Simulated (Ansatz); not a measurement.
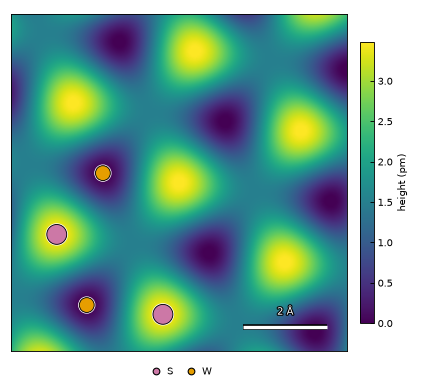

Constant-current image at a set point of 3.5 × 10⁻⁷ e/Å³ of monolayer WS2, sample bias −2.15 V. The atoms seen from above are drawn over one corner (deeper ones smaller).

Images follow the Tersoff–Hamann model: the current is the local density of the sample's states between the Fermi level and the bias, at the tip's centre. Zero bias is put in the middle of the gap by convention. Bias windows are sharp sums over the levels of the k mesh.

All numbers here come from DFT PBE+D3(BJ), scalar-relativistic, plane waves, PAW (Ansatz). Cutoff 420 eV, 39 × 39 k-points, Gaussian smearing 0.05 eV, dipole correction. No spin polarisation. Spin–orbit coupling is left out; with W it can shift levels and gaps.

Question: What lies under the maxima and minima of this image?

Answer: The brightest spots lie over the top S atoms; the darkest points are over the sites above the W atoms 1.6 Å below the top plane. The corrugation is 3 pm at a mean tip height of 5.0 Å. So weak a contrast (3 pm) depends on the k-mesh and on the tip.
